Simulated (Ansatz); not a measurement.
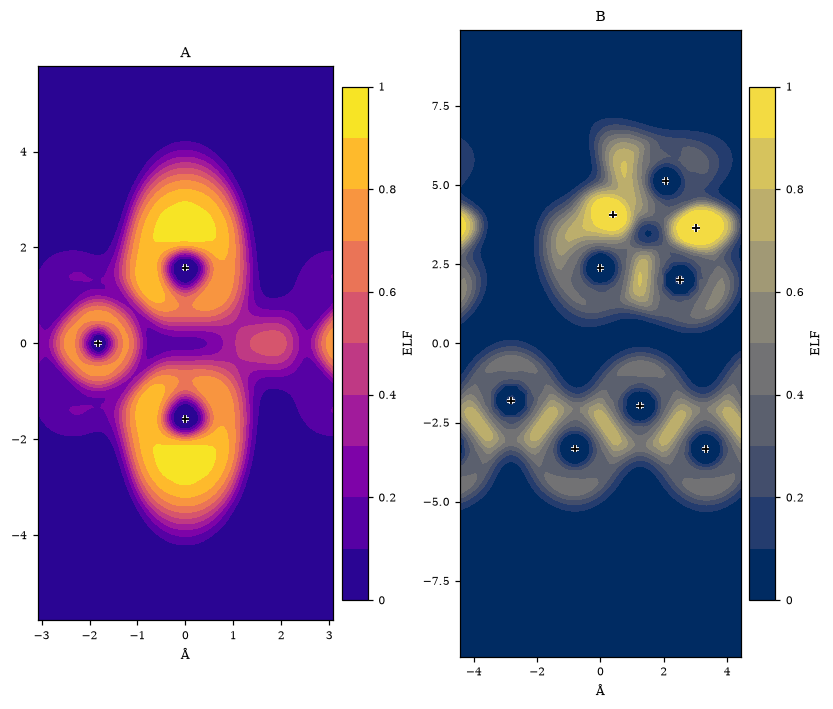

The ELF of 2 systems, each on a plane through atoms (crosses mark nuclei in the plane).

Theory: DFT r2SCAN, scalar-relativistic, plane waves, PAW (Ansatz 0.2.0).

System 1: WS$_{2}$, the (110) plane of the calculation cell, a cut from vacuum to vacuum. 

System 2: Ge$_{25}$H$_{12}$ (slab), the (100) plane of the calculation cell, a cut from vacuum to vacuum. 

```cif
data_structure
_symmetry_space_group_name_H-M 'P 1'
_symmetry_Int_Tables_number 1
_cell_length_a 8.1476
_cell_length_b 8.1476
_cell_length_c 29.3968
_cell_angle_alpha 90.000
_cell_angle_beta 90.000
_cell_angle_gamma 90.000
_cell_volume 1951.45
loop_
_atom_site_label
_atom_site_type_symbol
_atom_site_fract_x
_atom_site_fract_y
_atom_site_fract_z
_atom_site_occupancy
Ge1 Ge 0.00010 0.09401 0.51292 1
Ge2 Ge 0.00102 0.40313 0.49960 1
Ge3 Ge 0.49955 0.13341 0.49467 1
Ge4 Ge 0.50016 0.43112 0.52369 1
Ge5 Ge 0.24329 0.01168 0.46552 1
Ge6 Ge 0.27009 0.48913 0.46646 1
Ge7 Ge 0.75598 0.01059 0.46581 1
Ge8 Ge 0.73094 0.48891 0.46678 1
Ge9 Ge 0.25289 0.25459 0.41190 1
Ge10 Ge 0.25188 0.74901 0.42001 1
Ge11 Ge 0.74859 0.25397 0.41224 1
Ge12 Ge 0.74823 0.74848 0.42008 1
Ge13 Ge 0.00037 0.24757 0.36490 1
Ge14 Ge 0.00001 0.74787 0.37017 1
Ge15 Ge 0.50091 0.25159 0.36388 1
Ge16 Ge 0.50013 0.75238 0.36934 1
Ge17 Ge 0.00001 0.99462 0.31859 1
Ge18 Ge 0.00000 0.50162 0.31852 1
Ge19 Ge 0.50011 0.99795 0.31803 1
Ge20 Ge 0.50005 0.50516 0.31815 1
Ge21 Ge 0.25000 0.00000 0.27079 1
Ge22 Ge 0.25000 0.50000 0.27079 1
Ge23 Ge 0.75000 0.00000 0.27079 1
Ge24 Ge 0.75000 0.50000 0.27079 1
H1 H 0.25000 0.15088 0.23812 1
H2 H 0.25000 0.84912 0.23812 1
H3 H 0.25000 0.65088 0.23812 1
H4 H 0.25000 0.34912 0.23812 1
H5 H 0.75000 0.15088 0.23812 1
H6 H 0.75000 0.84912 0.23812 1
H7 H 0.75000 0.65088 0.23812 1
H8 H 0.75000 0.34912 0.23812 1
Ge25 Ge 0.01949 0.34674 0.60585 1
H9 H 0.14704 0.47502 0.62530 1
H10 H 0.00479 0.46538 0.55557 1
H11 H 0.85078 0.42016 0.62241 1
H12 H 0.01552 0.14229 0.57011 1
```

**Match each panel to its system.**

Panel A is system 1, WS$_{2}$: the plane holds S and W. W–S (2.41 Å): the ELF peaks at about 0.85 in the valence shell of S, 0.8 Å from its nucleus, and is about 0.50 at the midpoint. Panel B is system 2, Ge$_{25}$H$_{12}$: the plane holds Ge and H. Ge–Ge (2.47 Å): the ELF peaks at about 0.80 between the atoms; a covalent bond.
